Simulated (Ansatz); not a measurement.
System AlN (space group F-43m, No. 216); source of the atomic positions: the geometry relaxed with Ansatz 0.2.0, DFT, PBE, PAW with Ansatz's default frozen-core files, scalar-relativistic; the starting structure was generated, so it need not be a known form of this composition.

```
Al N
1.0
     4.40320    0.00000    0.00000
     0.00000    4.40320    0.00000
     0.00000    0.00000    4.40320
Al N
4 4
Direct
  0.00000 0.00000 0.00000
  0.00000 0.50000 0.50000
  0.50000 0.00000 0.50000
  0.50000 0.50000 0.00000
  0.25000 0.25000 0.75000
  0.25000 0.75000 0.25000
  0.75000 0.25000 0.25000
  0.75000 0.75000 0.75000
```

Describe the stacking along [111], with columns A (0, 0), B (1/3, 2/3), C (2/3, 1/3) of the hexagonal mesh spanned by (a − b)/2 and (b − c)/2.

Al(A) – N(B) – Al(B) – N(C) – Al(C) – N(A) (six layers in 7.63 Å).

N layers alone: BCA, the cubic close-packed type.

Al: three tetrahedral sites (per hexagonal cell).

Polytype symbol 3C, the symbol of a tetrahedral polytype (number of double layers in the repeat and lattice).

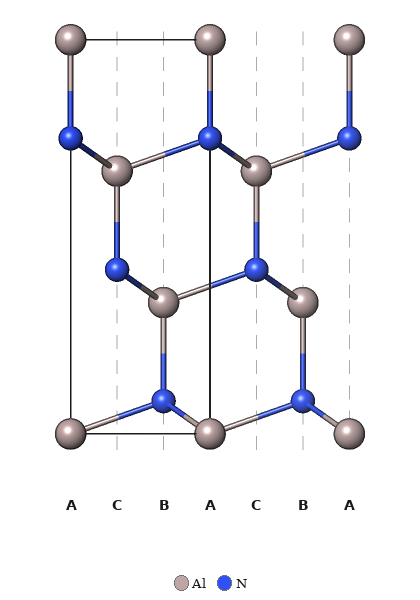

Projection along an edge of the hexagonal mesh, stacking direction [111] upwards. The dashed lines mark the three columns A (0, 0), B (1/3, 2/3) and C (2/3, 1/3). The box is the hexagonal cell of the face-centred cubic lattice. The sequence starts with the first layer at or above the cell's origin.
